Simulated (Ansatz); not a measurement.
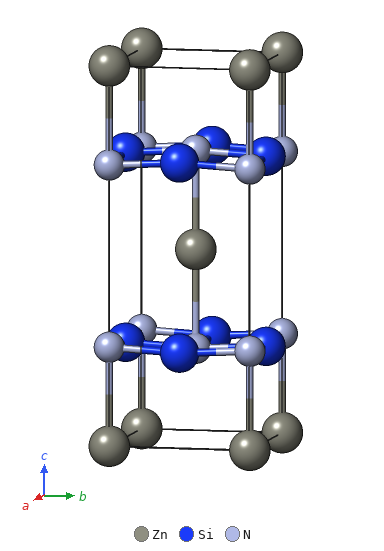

We look at a ball-and-stick model of the crystal slightly off an axis. One conventional unit cell is outlined, and atoms on its boundary appear in each equivalent place. Cell: a = 3.73 Å, b = 3.73 Å, c = 9.92 Å, α = 90.00°, β = 90.00°, γ = 90.00°.

Provenance: a structure type filled with these elements by a generator (whether the compound takes this form wasn't checked). Earlier steps of the study may have refined or changed the cell and positions. Ansatz was used for an electronic-structure calculation on it.

**Summary of the structure:**

The solid is ZnSi$_{2}$N$_{2}$. Space group I4/mmm (No. 139), lattice body-centred tetragonal. The structure is of the kind named ThCr₂Si₂ type. In the cell are 2 Zn, 4 Si, 4 N, which makes 2 formula units. Zn bonds to two N in a linear arrangement at about 2.6 Å. Each Si atom is coordinated by four N in a square planar arrangement at about 1.9 Å. The coordination shell of N holds four Si and one Zn in a distorted square pyramidal arrangement (about 1.9 Å to Si, 2.6 Å to Zn). The bonds build a three-dimensional framework.

Theory: DFT PBE, scalar-relativistic, plane waves, PAW in Ansatz. Numerical settings: plane-wave cutoff 420 eV, k-points about 0.17 Å⁻¹ apart, Gaussian smearing of 0.1 eV, no spin polarisation.

**What is the band gap, if any?**

A metal: bands cross the Fermi level.

**What charge does Bader's analysis assign to each element?**

Zn +0.12 e; Si +2.28 e; N -2.34 e.

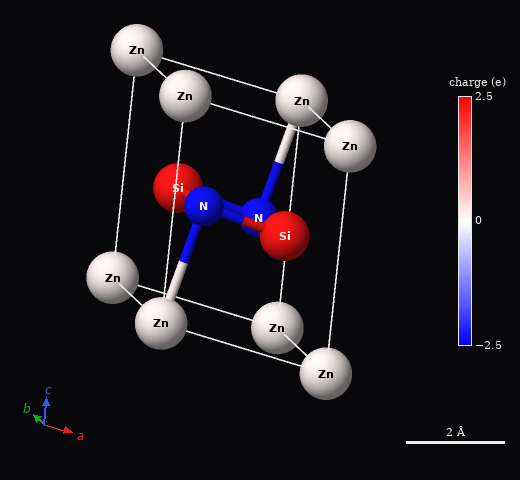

The atoms coloured by those charges. The run's cell of 5 atoms is drawn in a reduced setting, so axes and origin can differ from the first picture.

**Are forces and stress small enough to call this relaxed?**

Yes. All forces vanish to within 0.01 eV/Å. The pressure is 0.0 GPa, close to zero.
